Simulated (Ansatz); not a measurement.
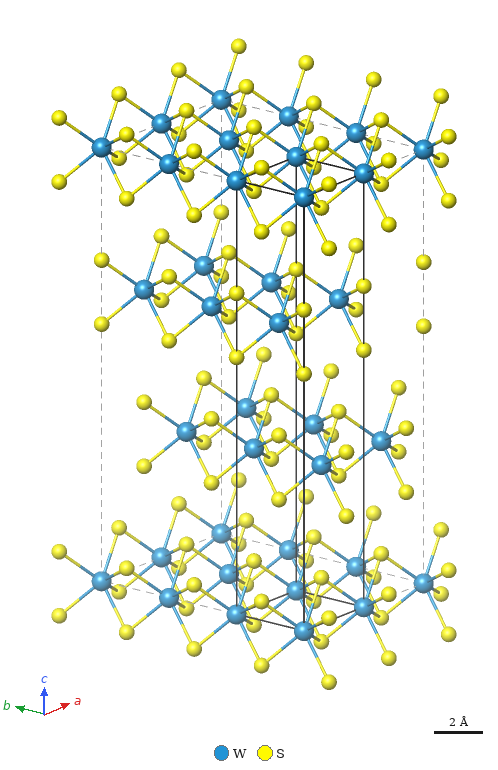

The image is a ball-and-stick drawing of a crystal, viewed from a general direction. Solid lines give the conventional unit cell, repeated here 2×3×1 times. Some atoms of the next cells are drawn as well.

Notes on the structure:

The formula is WS$_{2}$. The atoms follow space group R3m (No. 160); the Bravais lattice is rhombohedral (trigonal R). Atoms per cell: 9 (3 W, 6 S). About every W there are six S in a trigonal prismatic arrangement at about 2.4 Å. S is linked to three W in a trigonal pyramidal arrangement at about 2.4 Å. Not all metal-metal contacts are counted. The bonds build WS2 layers parallel to (001).

The initial geometry was a structure listed in the Materials Project. The cell was then strained or its atoms displaced on purpose. Ansatz was used for an electronic-structure calculation on it.

At this level of theory the cell isn't at rest (compressed, at 6 GPa), so its distances can differ from those at equilibrium, the more so the softer the solid.
